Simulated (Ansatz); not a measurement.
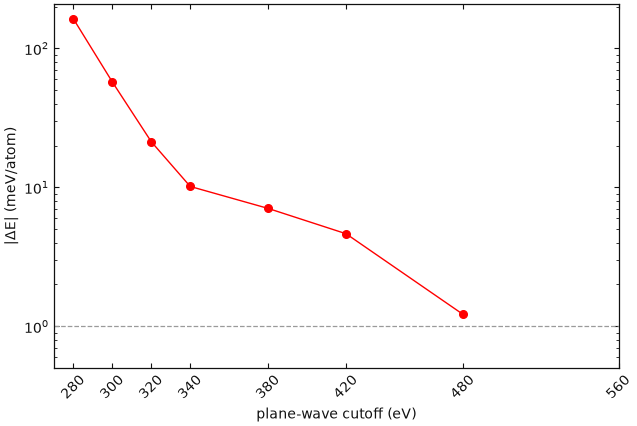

Scan of the plane-wave cutoff (density cutoff scaled with it).
System: ZnSe (R3m, 2 atoms in the cell).
Method: Ansatz, HSE06, plane waves, PAW datasets; 4×4×4 k-mesh, Fermi–Dirac smearing of 0.05 eV.
ΔE is the free energy less its value at the largest setting, 560 eV.
Dashed lines or grey bands mark the tolerance: 1 meV/atom.
The atoms sit off their equilibrium sites.

From which setting is the free energy converged to 1 meV/atom?

The free energy at the last setting but one, 480 eV, is still more than 1 meV/atom from the largest setting's value, so the scan doesn't show it converged. It is off by 160 meV/atom at 280 eV, 10 meV/atom at 340 eV and 1.2 meV/atom at 480 eV (always above it). The smaller bases give higher energies, which fall towards the limit as the basis grows.
